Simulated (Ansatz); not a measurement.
## What a change does: single-point calculation on Rh

System: Rh (I4₁/amd, 2 atoms in the cell).
Method of run A: DFT, PBE, norm-conserving pseudopotentials, Ansatz's default files, scalar-relativistic, no spin polarisation (Ansatz 0.2.0).

Text and figures count atoms from 1; the logs count them from 0 in places.

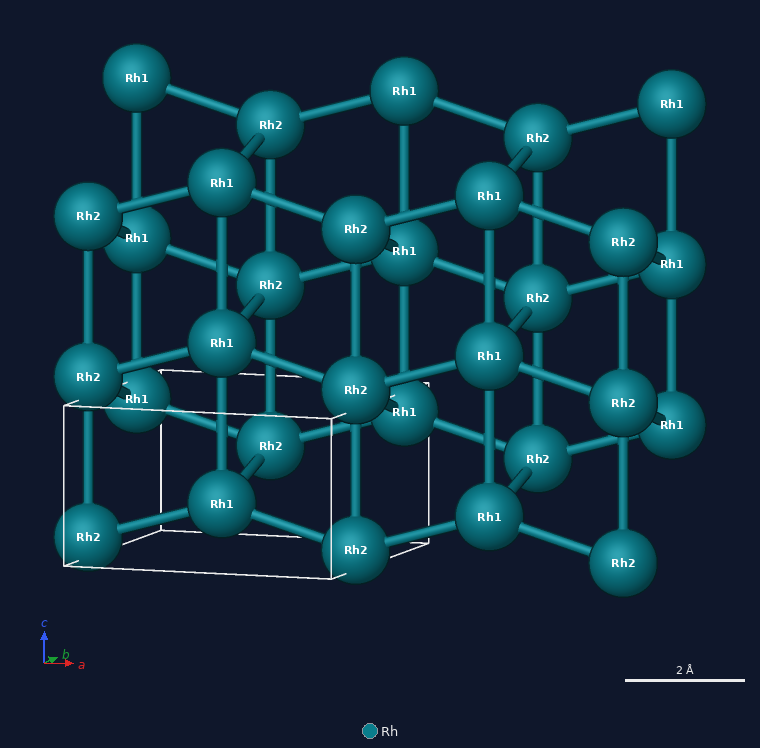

Figure 1. The structure (ball-and-stick view of the cell 2 times as large as that of the calculation, set on its symmetry axes, repeated 2 × 1 × 3, seen slightly off an axis; atoms are numbered from 1 in the order of the input). An atom can appear more than once, as a periodic image.

**The input, run A**
```yaml
crystal:
  lattice:
    - [-2.3944185201, 2.3944185201, 1.36203968]
    - [2.3944185201, -2.3944185201, 1.36203968]
    - [2.3944185201, 2.3944185201, -1.36203968]
  atoms:
    - { symbol: Rh, position: [-0.375, -0.125, -0.25] }
    - { symbol: Rh, position: [0.375, 0.125, 0.25] }
kpoints:
  mp_grid: { grid: [18, 18, 18] }
scf:
  occupations: { method: fermi_dirac, width: 0.08 }
hamiltonian:
  xc: pbe
  pseudopotentials: { kind: nc }
output:
  forces: true
  stress: true
  eigenvalues: true
```

Command:
```bash
ansatz run input.yaml --threads 1 --pin off --max-ram 2048MiB --backend cpu --events-out ev --progress --plain --runs-dir out
```

Hardware: 1 thread of Arm Neoverse V1, 24 GiB of memory available, shared host.

**Output, shortened to warnings, some set-up lines, iterations and results (run A)**
```
Basis set: ecut = 1197.300995 eV, 2971 PW (Γ), exchange–correlation on 90×90×90 points (8 copies of the dense FFT grid, shifted against one another)
Symmetry: 16 space group operations
k-points: 480 of 5832
Initial density: superposition of atomic densities (chi_scale 0.1, normalization cell)
[...]
SCF iter   1: F=—  HF=-6380.831521 eV  |F-HF|=—  |Δ(HF+E_count)|=         —  Δρ=9.24e-2  dr2=2.25e0  ethr=3.10e-3  ⟨swp⟩=7.6  Hψ=54302  notcnv=0
SCF iter   2: F=—  HF=-6380.265897 eV  |F-HF|=—  |Δ(HF+E_count)|=   5.66e-1  Δρ=3.55e-2  dr2=2.74e-1  ethr=3.10e-3  ⟨swp⟩=3.4  Hψ=21506  notcnv=0
SCF iter   3: F=—  HF=-6380.209185 eV  |F-HF|=—  |Δ(HF+E_count)|=   5.67e-2  Δρ=1.03e-2  dr2=1.14e-2  ethr=8.06e-4  ⟨swp⟩=3.0  Hψ=16955  notcnv=0
SCF iter   4: F=—  HF=-6380.210074 eV  |F-HF|=—  |Δ(HF+E_count)|=   8.89e-4  Δρ=1.10e-3  dr2=1.67e-4  ethr=3.35e-5  ⟨swp⟩=2.3  Hψ=16628  notcnv=0
SCF iter   5: F=—  HF=-6380.210154 eV  |F-HF|=—  |Δ(HF+E_count)|=   8.03e-5  Δρ=2.80e-4  dr2=1.28e-5  ethr=4.91e-7  ⟨swp⟩=2.5  Hψ=18546  notcnv=0
SCF iter   6: F=—  HF=-6380.210149 eV  |F-HF|=—  |Δ(HF+E_count)|=   5.00e-6  Δρ=7.49e-5  dr2=7.34e-7  ethr=3.77e-8  ⟨swp⟩=2.4  Hψ=16931  notcnv=0
SCF iter   7: F=-6380.210149 eV  HF=-6380.210149 eV  |F-HF|=1.67e-8  |Δ(HF+E_count)|=   1.78e-7  Δρ=1.87e-5  dr2=5.41e-8  ethr=2.94e-10  ⟨swp⟩=9.6  Hψ=60805  notcnv=0
SCF 1 converged in 7 iterations: F = -6380.210149 eV  dr2 = 5.41e-8
SCF converged after 7 iterations
Free energy (F): -6380.210149 eV
Harris-Foulkes:  -6380.210149 eV  (|F-HF|=1.67e-8)
Internal energy: -6380.147493 eV  (E = F + TS)
E sigma→0 (E₀):  -6380.178821 eV
Entropy (-TS):   -0.062657 eV (-31.328 meV/atom)
Fermi energy:    19.295525 eV
--- Per-component energies (eV) ---
  E_band       = -262.639781
  E_kinetic    = 2113.352613
  E_local      = -4521.611423  (includes V_loc(G=0)·N_el)
  E_nonlocal   = 629.060548
  E_hartree    = 1184.454210
  E_xc         = -1028.581275
  E_vxc        = -852.352630  (∫ρ·V_xc dr)
  E_ewald      = -4756.822165
  E_smearing   = -0.062657  (= −TS)
  E_closure    = -0.000000  (closes the sum)
  Σ components = -6380.210149   (vs F -6380.210149, Δ=0.00e0)
--- Forces (eV/Å), atoms counted from 1 ---
  atom   1  Rh     0.00000000     0.00000000     0.00000000
  atom   2  Rh     0.00000000     0.00000000     0.00000000
  max |Σ_I F_I| component: 0.00e0 eV/Å
--- Stress (GPa, compression-positive) ---
        0.051247       0.000000      -0.000000
        0.000000       0.051247      -0.000000
        0.000000       0.000000       0.014418
  P = ⅓ Tr σ = 0.0390 GPa (0.390 kbar)
```

For run B the input was changed thus:
```diff
-    - [-2.3944185201, 2.3944185201, 1.36203968]
-    - [2.3944185201, -2.3944185201, 1.36203968]
-    - [2.3944185201, 2.3944185201, -1.36203968]
+    - [-2.0932058434, 2.0932058434, 1.1584555263]
+    - [2.0932058434, -2.0932058434, 1.1584555263]
+    - [2.0932058434, 2.0932058434, -1.1584555263]
```

What does this change do to the results?

With the same functional and potentials, run B lies 2845.0 meV per atom higher. The pressure goes from 0.04 to 252.95 GPa. The volume per atom goes from 15.62 to 10.15 Å³. The SCF takes 6 iterations against 7. The plane waves at Γ go from 2971 to 1891.

**Output, shortened to warnings, some set-up lines, iterations and results (run B)**
```
Basis set: ecut = 1197.300995 eV, 1891 PW (Γ), exchange–correlation on 72×72×72 points (8 copies of the dense FFT grid, shifted against one another)
Symmetry: 16 space group operations
k-points: 480 of 5832
Initial density: superposition of atomic densities (chi_scale 0.1, normalization cell)
[...]
SCF iter   1: F=—  HF=-6374.767937 eV  |F-HF|=—  |Δ(HF+E_count)|=         —  Δρ=8.49e-2  dr2=8.32e-1  ethr=3.10e-3  ⟨swp⟩=9.3  Hψ=63338  notcnv=0
SCF iter   2: F=—  HF=-6374.563833 eV  |F-HF|=—  |Δ(HF+E_count)|=   2.04e-1  Δρ=4.14e-2  dr2=1.69e-1  ethr=2.45e-3  ⟨swp⟩=2.8  Hψ=17118  notcnv=0  defer=1
SCF iter   3: F=—  HF=-6374.520090 eV  |F-HF|=—  |Δ(HF+E_count)|=   4.37e-2  Δρ=5.47e-3  dr2=3.14e-3  ethr=4.98e-4  ⟨swp⟩=3.0  Hψ=17864  notcnv=0  defer=1
SCF iter   4: F=—  HF=-6374.520177 eV  |F-HF|=—  |Δ(HF+E_count)|=   8.73e-5  Δρ=1.31e-3  dr2=9.78e-5  ethr=9.22e-6  ⟨swp⟩=2.4  Hψ=18162  notcnv=0  defer=1
SCF iter   5: F=—  HF=-6374.520161 eV  |F-HF|=—  |Δ(HF+E_count)|=   1.61e-5  Δρ=8.08e-5  dr2=3.08e-7  ethr=2.88e-7  ⟨swp⟩=2.5  Hψ=19889  notcnv=0  defer=1
SCF iter   6: F=-6374.520161 eV  HF=-6374.520161 eV  |F-HF|=5.16e-9  |Δ(HF+E_count)|=   1.60e-7  Δρ=1.23e-5  dr2=8.32e-9  ethr=2.94e-10  ⟨swp⟩=13.1  Hψ=68013  notcnv=0
SCF 1 converged in 6 iterations: F = -6374.520161 eV  dr2 = 8.32e-9
SCF converged after 6 iterations
Free energy (F): -6374.520161 eV
Harris-Foulkes:  -6374.520161 eV  (|F-HF|=5.16e-9)
Internal energy: -6374.483563 eV  (E = F + TS)
E sigma→0 (E₀):  -6374.501862 eV
Entropy (-TS):   -0.036598 eV (-18.299 meV/atom)
Fermi energy:    32.958445 eV
--- Per-component energies (eV) ---
  E_band       = 142.128729
  E_kinetic    = 2163.787129
  E_local      = -3488.913683  (includes V_loc(G=0)·N_el)
  E_nonlocal   = 635.601816
  E_hartree    = 852.940677
  E_xc         = -1044.800122
  E_vxc        = -874.227931  (∫ρ·V_xc dr)
  E_ewald      = -5493.099381
  E_smearing   = -0.036598  (= −TS)
  E_closure    = 0.000000  (closes the sum)
  Σ components = -6374.520161   (vs F -6374.520161, Δ=0.00e0)
--- Forces (eV/Å), atoms counted from 1 ---
  atom   1  Rh     0.00000000    -0.00000000     0.00000000
  atom   2  Rh     0.00000000     0.00000000     0.00000000
  max |Σ_I F_I| component: 2.78e-17 eV/Å
--- Stress (GPa, compression-positive) ---
      253.115245       0.000000       0.000000
        0.000000     253.115245      -0.000000
        0.000000      -0.000000     252.611194
  P = ⅓ Tr σ = 252.9472 GPa (2529.472 kbar)
```

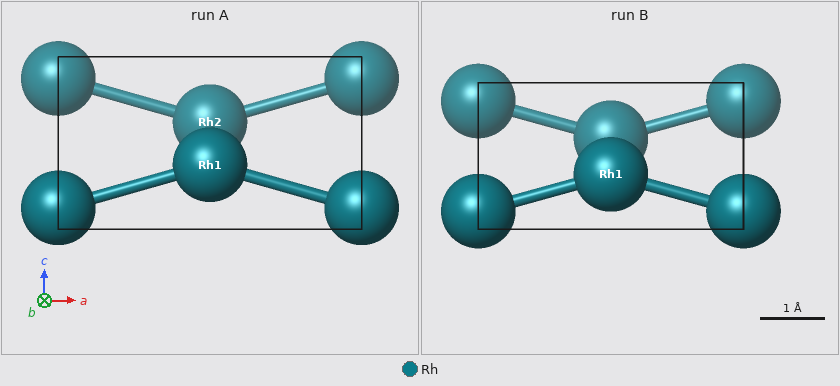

Figure 2. The two input geometries at one scale (ball-and-stick view of the cell 2 times as large as that of the calculation, set on its symmetry axes, along the b axis). No atom moves by more than 0.005 Å relative to the cell. The drawn cell changes as follows: a = b 4.789 → 4.186 Å (−12.6 %), c 2.724 → 2.317 Å (−14.9 %); the volume changes by −35.0 %. Among the contacts that change: Rh1–Rh1 2.724 → 2.317 Å, Rh1–Rh2 2.489 → 2.172 Å.

**The two runs side by side**

| quantity | run A | run B |
| --- | --- | --- |
| outcome | converged | converged |
| free energy per atom (eV) | −3190.1051 | −3187.2601 |
| energy per atom, smearing taken to zero (eV) | −3190.0894 | −3187.2509 |
| pressure (GPa) | 0.04 | 252.95 |
| volume per atom (Å³) | 15.62 | 10.15 |
| largest force (eV/Å) | 0.000 | 0.000 |
| SCF iterations | 7 | 6 |
| irreducible k-points | 480 | 480 |
| plane waves at Γ | 2971 | 1891 |
| wall time (shared host) | 65 s | 47 s |

For run B: The cell is under a pressure of 253 GPa at this level, so it is not at its equilibrium volume.
